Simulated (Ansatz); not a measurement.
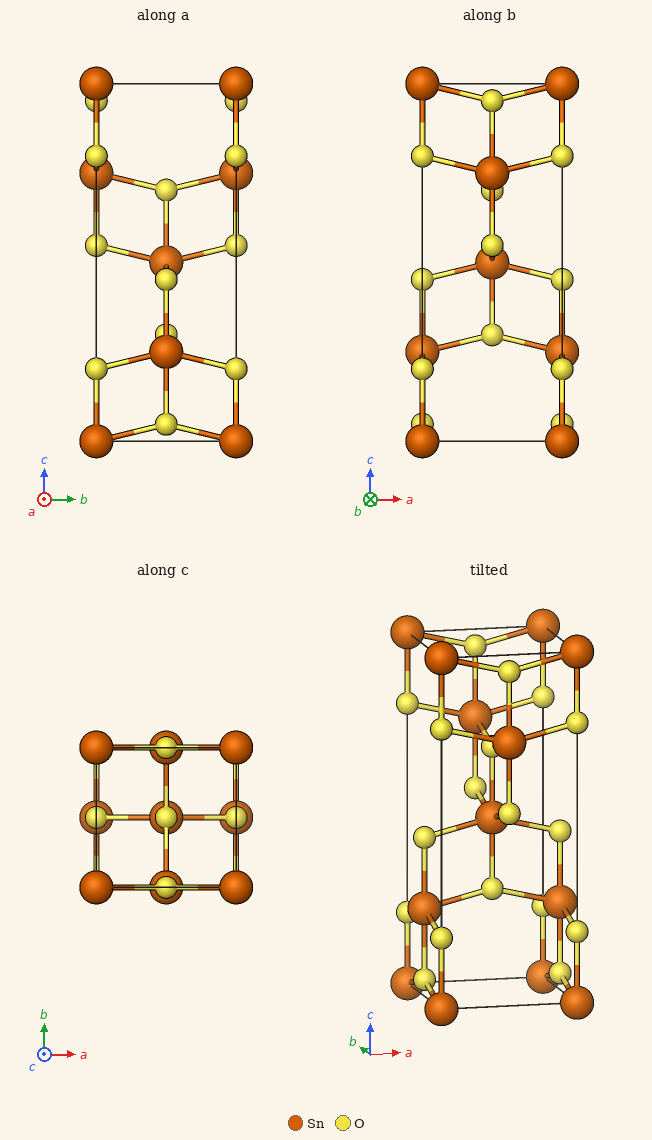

This ball-and-stick model is shown along the a axis, along the b axis, along the c axis and slightly off an axis. The wireframe shows the conventional unit cell.

Lattice parameters: a = 4.052 Å, b = 4.052 Å, c = 10.364 Å, α = 90.00°, β = 90.00°, γ = 90.00°. Put a along x and b in the xy plane.

Put the structure into a POSCAR file, with free fractional coordinates to two decimals.

```
Sn O
1.0
     4.052    0.000    0.000
     0.000    4.052    0.000
     0.000    0.000   10.364
Sn O
4 8
Direct
  0.00 0.00 0.00
  0.00 0.50 0.25
  0.50 0.50 0.50
  0.50 0.00 0.75
  0.00 0.50 0.45
  0.50 0.50 0.30
  0.00 0.50 0.05
  0.00 0.00 0.20
  0.50 0.00 0.95
  0.00 0.00 0.80
  0.50 0.00 0.55
  0.50 0.50 0.70
```

Source of the structure: a structure type filled with these elements by a generator (whether the compound takes this form wasn't checked). Earlier steps of the study, as a rule a relaxation of our own, may have changed the cell and positions, so they can lie some per cent off the listed ones. It was the input of a calculation with Ansatz.
